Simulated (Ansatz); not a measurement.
# Residual resistivity of an alloy: Nb(100) with 4 layers of random Nb-Ir, 2x2

Aim: the residual resistivity of a random alloy, from Nb(100) with 4 layers of random Nb-Ir, 2x2 and longer regions.

Main program and level: Ansatz 0.2.0; Ansatz plane-wave DFT, PBE, PAW files; ballistic transport by layer matching (Landauer), zero bias; PAW set soft_1.

## (1) The starting structure

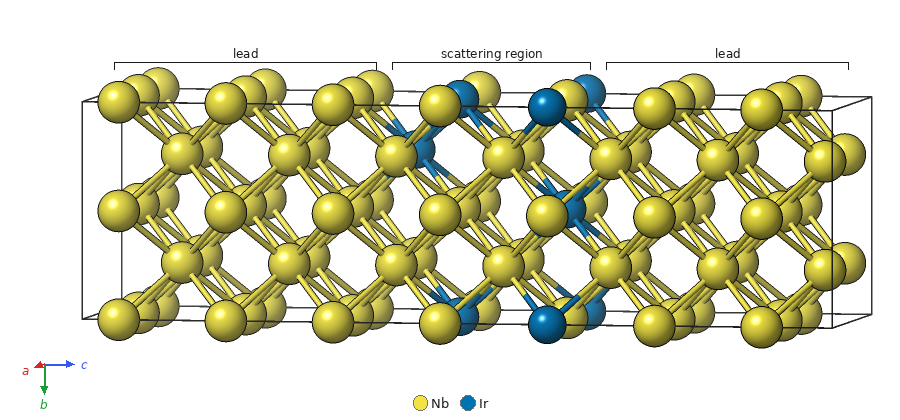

The starting structure, seen from the side, with the c axis across the page (niobium yellow, iridium blue). Some periodic images of atoms are drawn too.

The cell holds 56 atoms: 52 Nb and 4 Ir. Its edges and angles: a = 6.613 Å, b = 6.613 Å, c = 23.144 Å, α = 90.0°, β = 90.0°, γ = 90.0°. It derives from Nb. Regions: lead, 40 atoms (40 Nb); scattering region, 16 atoms (4 Ir and 12 Nb). The structure is stacked along c, and the current runs across the ab planes.

## (2) With 4 alloy layers

In 4 layers a share of 0.25 of the sites is given to Ir at random. The layers about the cell's end stay perfect and serve as the lead. Disorder leaves little or no symmetry, which makes such runs dear. Energies from -0.05 to 0.05 eV in steps of 0.05 eV are too few for the program's thermal sum, so it prints no conductance; for a metal the transmission near the Fermi level serves, at a fraction of the cost.

The input, input.yaml:

```yaml
crystal:
  lattice:
    - [6.6126, 0.0, 0.0]
    - [0.0, 6.6126, 0.0]
    - [0.0, 0.0, 23.1441]
  atoms:
    - { symbol: Nb, position: [0.0, 0.0, 0.0357142857] }
    - { symbol: Nb, position: [0.0, 0.5, 0.0357142857] }
    - { symbol: Nb, position: [0.5, 0.0, 0.0357142857] }
    - { symbol: Nb, position: [0.5, 0.5, 0.0357142857] }
    - { symbol: Nb, position: [0.25, 0.25, 0.1071428571] }
    - { symbol: Nb, position: [0.25, 0.75, 0.1071428571] }
    - { symbol: Nb, position: [0.75, 0.25, 0.1071428571] }
    - { symbol: Nb, position: [0.75, 0.75, 0.1071428571] }
    - { symbol: Nb, position: [0.0, 0.0, 0.1785714286] }
    - { symbol: Nb, position: [0.0, 0.5, 0.1785714286] }
    - { symbol: Nb, position: [0.5, 0.0, 0.1785714286] }
    - { symbol: Nb, position: [0.5, 0.5, 0.1785714286] }
    - { symbol: Nb, position: [0.25, 0.25, 0.25] }
    - { symbol: Nb, position: [0.25, 0.75, 0.25] }
    - { symbol: Nb, position: [0.75, 0.25, 0.25] }
    - { symbol: Nb, position: [0.75, 0.75, 0.25] }
    - { symbol: Nb, position: [0.0, 0.0, 0.3214285714] }
    - { symbol: Nb, position: [0.0, 0.5, 0.3214285714] }
    - { symbol: Nb, position: [0.5, 0.0, 0.3214285714] }
    - { symbol: Nb, position: [0.5, 0.5, 0.3214285714] }
    - { symbol: Ir, position: [0.25, 0.25, 0.3928571429] }
    - { symbol: Nb, position: [0.25, 0.75, 0.3928571429] }
    - { symbol: Nb, position: [0.75, 0.25, 0.3928571429] }
    - { symbol: Nb, position: [0.75, 0.75, 0.3928571429] }
    - { symbol: Nb, position: [0.0, 0.0, 0.4642857143] }
    - { symbol: Nb, position: [0.0, 0.5, 0.4642857143] }
    - { symbol: Ir, position: [0.5, 0.0, 0.4642857143] }
    - { symbol: Nb, position: [0.5, 0.5, 0.4642857143] }
    - { symbol: Nb, position: [0.25, 0.25, 0.5357142857] }
    - { symbol: Nb, position: [0.25, 0.75, 0.5357142857] }
    - { symbol: Nb, position: [0.75, 0.25, 0.5357142857] }
    - { symbol: Nb, position: [0.75, 0.75, 0.5357142857] }
    - { symbol: Ir, position: [0.0, 0.0, 0.6071428571] }
    - { symbol: Nb, position: [0.0, 0.5, 0.6071428571] }
    - { symbol: Nb, position: [0.5, 0.0, 0.6071428571] }
    - { symbol: Ir, position: [0.5, 0.5, 0.6071428571] }
    - { symbol: Nb, position: [0.25, 0.25, 0.6785714286] }
    - { symbol: Nb, position: [0.25, 0.75, 0.6785714286] }
    - { symbol: Nb, position: [0.75, 0.25, 0.6785714286] }
    - { symbol: Nb, position: [0.75, 0.75, 0.6785714286] }
    - { symbol: Nb, position: [0.0, 0.0, 0.75] }
    - { symbol: Nb, position: [0.0, 0.5, 0.75] }
    - { symbol: Nb, position: [0.5, 0.0, 0.75] }
    - { symbol: Nb, position: [0.5, 0.5, 0.75] }
    - { symbol: Nb, position: [0.25, 0.25, 0.8214285714] }
    - { symbol: Nb, position: [0.25, 0.75, 0.8214285714] }
    - { symbol: Nb, position: [0.75, 0.25, 0.8214285714] }
    - { symbol: Nb, position: [0.75, 0.75, 0.8214285714] }
    - { symbol: Nb, position: [0.0, 0.0, 0.8928571429] }
    - { symbol: Nb, position: [0.0, 0.5, 0.8928571429] }
    - { symbol: Nb, position: [0.5, 0.0, 0.8928571429] }
    - { symbol: Nb, position: [0.5, 0.5, 0.8928571429] }
    - { symbol: Nb, position: [0.25, 0.25, 0.9642857143] }
    - { symbol: Nb, position: [0.25, 0.75, 0.9642857143] }
    - { symbol: Nb, position: [0.75, 0.25, 0.9642857143] }
    - { symbol: Nb, position: [0.75, 0.75, 0.9642857143] }
kpoints:
  mp_grid: { grid: [4, 4, 1] }
hamiltonian:
  xc: pbe
  pseudopotentials: { kind: paw, azcp: { folder: soft_1 } }
scf:
  occupations: { method: fermi_dirac, width: 0.1 }
output:
  transmission: { leads: [[0, 4]], kmesh: [8, 8], e_range: [-0.05, 0.05], de: 0.05 }
  write_potential: true
  write_density: true
  volumetric_format: npy
```

Command:

```bash
$ ansatz run input.yaml --threads 4 --pin off --max-ram 15360MiB --backend cpu --events-out ev --progress --plain --runs-dir out
```

Numbers of over 12 decimals in the logs are rounded to 6 here.

The log of the run:

```text
Engine: ansatz 0.2.0, aarch64-unknown-linux-gnu
Pseudopotentials: kind: paw
Pseudopotential: Nb, paw, valence charge 13, recommended cutoff 420 eV (normal), soft_1/Nb.paw.azcp
Pseudopotential: Ir, paw, valence charge 17, recommended cutoff 420 eV (normal), soft_1/Ir.paw.azcp
Functional definition: PBE
  parameter kappa = 0.804
  parameter beta = 0.066725
  exchange = pbe_x(kappa = kappa, mu = beta*pi^2/3)
  correlation = pbe_c(beta = beta)
Crystal: 56 atoms, lattice volume = 1012.010 Å³
Basis set: ecut = 420 eV, 19757 PW (Γ)
Bands: 447, of which v1, the nominal top of the filled ones, is band 372 counted from 1 (371 counted from 0)
Symmetry: 2 space group operations
Space group: Cm (ITA 8), of the structure as read, at distance tolerance 1.0e-4 Å
k-points: 7 of 16 (time reversal used)
Non-local potential: Nb, projectors of the file, l = 0: 3, l = 1: 2, l = 2: 2, l = 3: 1
Non-local potential: Ir, projectors of the file, l = 0: 3, l = 1: 2, l = 2: 2, l = 3: 1
PAW form: soft (Blöchl's): semilocal exchange-correlation on the pseudo side does not see the compensation charge
PAW one-centre angular grid: Nb, 590 points (default); XC on 64 Gauss nodes
PAW one-centre angular grid: Ir, 590 points (default); XC on 64 Gauss nodes
Initial density: superposition of atomic densities (chi_scale 0.1, normalization cell, long waves of neutral atoms (reshape's long-wave potential 5.25 eV rms, cloud 3.05 Å wide))
Initial wavefunctions: pseudopotential atomic-orbital guess
Functional: x = pbe(κ = 0.804, μ = 0.219515), c = pbe(β = 0.066725)
SCF iter   1: F=—  HF=-284523.950060 eV  |F-HF|=—  |Δ(HF+E_count)|=         —  Δρ=1.19e-1  dr2=1.30e3  ethr=3.10e-3  ⟨swp⟩=6.7  Hψ=10972  notcnv=0  defer=8
preconditioner: auto → Kerker (q_TF=auto, 2.592 Å⁻¹)  [metal: Δε(μ)=0.017 eV  Ē_g=3.965 eV  σ=0.100 eV  W_gap=0.04  n_scr=294 (ndim 8)  ℏωp=20.1 eV  f_vac=0.000  D(μ)=53.00/eV (n_scr^D=514)]
SCF iter   2: F=—  HF=-284488.992291 eV  |F-HF|=—  |Δ(HF+E_count)|=    3.50e1  Δρ=6.42e-2  dr2=3.98e2  ethr=3.10e-3  ⟨swp⟩=3.1  Hψ=6657  notcnv=0  defer=32
SCF iter   3: F=—  HF=-284474.824108 eV  |F-HF|=—  |Δ(HF+E_count)|=    1.42e1  Δρ=1.03e-2  dr2=1.04e1  ethr=3.10e-3  ⟨swp⟩=6.0  Hψ=10474  notcnv=0  defer=27
SCF iter   4: F=—  HF=-284474.492036 eV  |F-HF|=—  |Δ(HF+E_count)|=   3.32e-1  Δρ=2.64e-3  dr2=2.64e-1  ethr=1.40e-3  ⟨swp⟩=4.1  Hψ=3966  notcnv=0  defer=10
SCF iter   5: F=—  HF=-284474.485069 eV  |F-HF|=—  |Δ(HF+E_count)|=   6.97e-3  Δρ=8.96e-4  dr2=8.69e-2  ethr=3.54e-5  ⟨swp⟩=3.1  Hψ=5462  notcnv=0
SCF iter   6: F=—  HF=-284474.480473 eV  |F-HF|=—  |Δ(HF+E_count)|=   4.60e-3  Δρ=2.31e-4  dr2=5.97e-3  ethr=1.17e-5  ⟨swp⟩=1.3  Hψ=3131  notcnv=0
SCF iter   7: F=—  HF=-284474.480284 eV  |F-HF|=—  |Δ(HF+E_count)|=   1.90e-4  Δρ=4.90e-5  dr2=1.07e-4  ethr=8.02e-7  ⟨swp⟩=1.9  Hψ=3214  notcnv=0
SCF iter   8: F=—  HF=-284474.480294 eV  |F-HF|=—  |Δ(HF+E_count)|=   1.02e-5  Δρ=9.18e-6  dr2=1.68e-6  ethr=1.44e-8  ⟨swp⟩=2.0  Hψ=4390  notcnv=0
SCF iter   9: F=—  HF=-284474.479583 eV  |F-HF|=—  |Δ(HF+E_count)|=   7.11e-4  Δρ=1.88e-6  dr2=6.92e-8  ethr=1.34e-11  ⟨swp⟩=11.6  Hψ=11587  notcnv=0
SCF iter  10: F=-284474.479583 eV  HF=-284474.479583 eV  |F-HF|=5.47e-9  |Δ(HF+E_count)|=   4.77e-9  Δρ=3.61e-7  dr2=6.39e-9  ethr=9.29e-12  ⟨swp⟩=1.0  Hψ=8640  notcnv=0
SCF 1 converged in 10 iterations: F = -284474.479583 eV  dr2 = 6.39e-9
  greatest PAW one-centre occupation: 1.000 electrons in one spin orbital (limit 2), on the Ir atom at site 35 (counted from 0), in its partial waves of l = 0
transmission: 90 of 882 steps passed
transmission: 180 of 882 steps passed
[...]
transmission: 882 of 882 steps passed
SCF converged after 10 iterations
Free energy (F): -284474.479583 eV
Harris-Foulkes:  -284474.479583 eV  (|F-HF|=5.47e-9)
Internal energy: -284472.459347 eV  (E = F + TS)
E sigma→0 (E₀):  -284473.469465 eV
Entropy (-TS):   -2.020237 eV (-36.076 meV/atom)
Fermi energy:    17.913066 eV
--- Per-component energies (eV) ---
  E_band       = -4324.296789
  E_kinetic    = 21529.058346
  E_local      = -40591.119907  (includes V_loc(G=0)·N_el)
  E_nonlocal   = 5683.170051
  E_hartree    = 13873.047414
  E_xc         = -9532.640989
  E_vxc        = -11452.201915  (∫ρ·V_xc dr)
  E_paw        = -197329.331343  (= ΣΔE_a)
  E_vpaw       = -7239.304105  (= ΣTr[D̂ρ^β])
  E_aug_tail   = 0.003434  (compensation charges beyond the density's cutoff)
  E_ewald      = -78104.646352
  E_smearing   = -2.020237  (= −TS)
  E_closure    = -0.000000  (closes the sum)
  Σ components = -284474.479583   (vs F -284474.479583, Δ=0.00e0)
--- Band table (eV; the first three rows and the last of 7) ---
  k-point 0: bands = [... 368 lower, 18.2533, 18.2536, 18.2820, 18.3350, 18.3460, 18.3580, 18.3640, 18.4104, ... 71 higher]
  k-point 1: bands = [... 368 lower, 18.0728, 18.1064, 18.1541, 18.1763, 18.1861, 18.2256, 18.2522, 18.3214, ... 71 higher]
  k-point 2: bands = [... 368 lower, 17.8363, 17.8508, 17.8619, 17.8713, 17.9085, 17.9791, 18.0181, 18.0364, ... 71 higher]
  k-point 6: bands = [... 368 lower, 17.1975, 17.2418, 17.2684, 17.2795, 17.3372, 17.3541, 17.3618, 17.3672, ... 71 higher]
--- Transmission ---
  basis      : 385 plane waves across, 42 finite elements along
  points     : 21, standing for a mesh of 8 x 8
  energies   : 3 from -0.050000 to 0.050000 eV about the Fermi level, 0.050000 eV apart; the leads are filled to 0.000000 eV, and channels, transmission and decay are at 0.000000 eV
  crystal 0  : Nb4, at the sites [0, 4], period 1.6531 Å, over 16.53 Å; its Hamiltonian steps by up to 13.0 meV
    offset         : up to 0.0000 Å between an atom of the period and one for which it stands
    channels       : 1.085938e1 a spin
    conductance    : none, the energies end too early or step too widely for 300 K: set another output.transmission.e_range or a lower de, or, where they end at an eighth of basis.ecutwfc, a higher one
  junction   : crystal 0 to crystal 0, 0.70 to 22.19 Å
    transmission   : 4.524454e0 a spin
    conductance    : none, the energies end too early or step too widely for 300 K: set another output.transmission.e_range or a lower de, or, where they end at an eighth of basis.ecutwfc, a higher one
```

Wall time 13 min (4 threads of Arm Neoverse V1, shared host); peak memory 8.2 GiB; 45 min of CPU time.

Reading the cycles: dr2 is the Hartree energy of the density residual (eV), the measure of convergence; HF is the Harris–Foulkes estimate of the energy, which meets the free energy F at convergence.

This step gave:

```yaml
free_energy: -284474.4796 eV
energy_at_zero_smearing: -284473.4695 eV
fermi_energy: 17.91 eV
cell_area: 43.73 Å²
transmission_per_spin_nearest_the_fermi_level: 4.524
open_channels_per_spin_nearest_the_fermi_level: 10.86
step_of_the_lead_s_potential: 13 meV
```

Per spin. Transmission, zone mean against energy, zero at the Fermi level:

| energy (eV) | transmission, zone mean |
| --- | --- |
| -0.0500 | 4.73 |
| 0.0000 | 4.52 |
| 0.0500 | 4.41 |

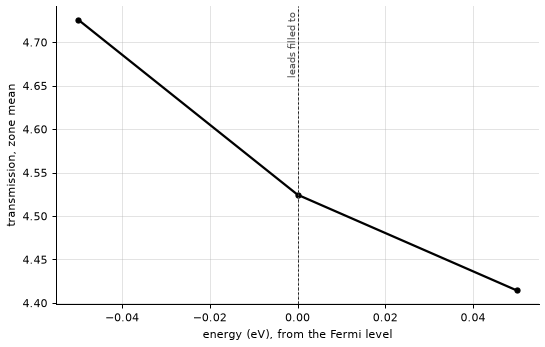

Transmission, zone mean against energy.

Per spin. Table of open channels, zone mean, lead by energy, zero at the Fermi level:

| energy (eV) | open channels, zone mean, lead |
| --- | --- |
| -0.0500 | 11.7 |
| 0.0000 | 10.9 |
| 0.0500 | 10.4 |

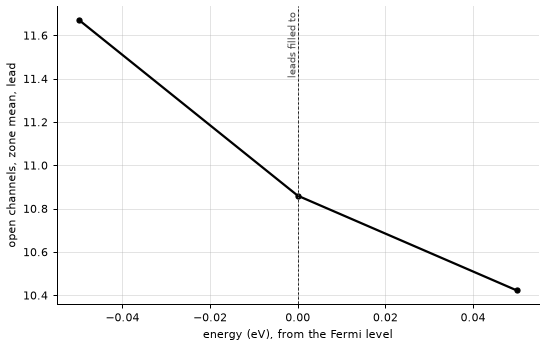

Open channels, zone mean, lead, plotted against energy.

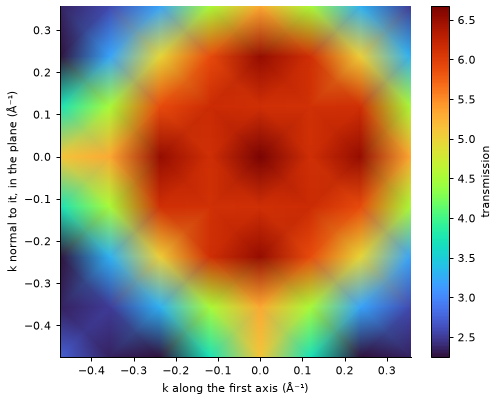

Transmission over k1 and k2. At 0.0000 eV from the Fermi level.

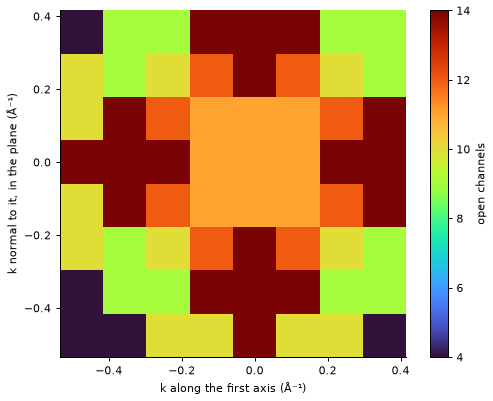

Open channels over k1 and k2. At 0.0000 eV from the Fermi level.

Over the solved energies the transmission per spin lies between 4.41 and 4.73, out of 11.0 channels of the lead on average (up to 11.7).

(Part 1 of 2 ends here.)

[Logs are printed without paths, hosts, clocks, repeated set-up lines and the standing remarks that a program may print on its own settings, such as how far it seeks lower states.]

[Hosts, paths, dates, database ids (printed as entryN), source tags and the programs' standing remarks are cut or masked in the printed files.]
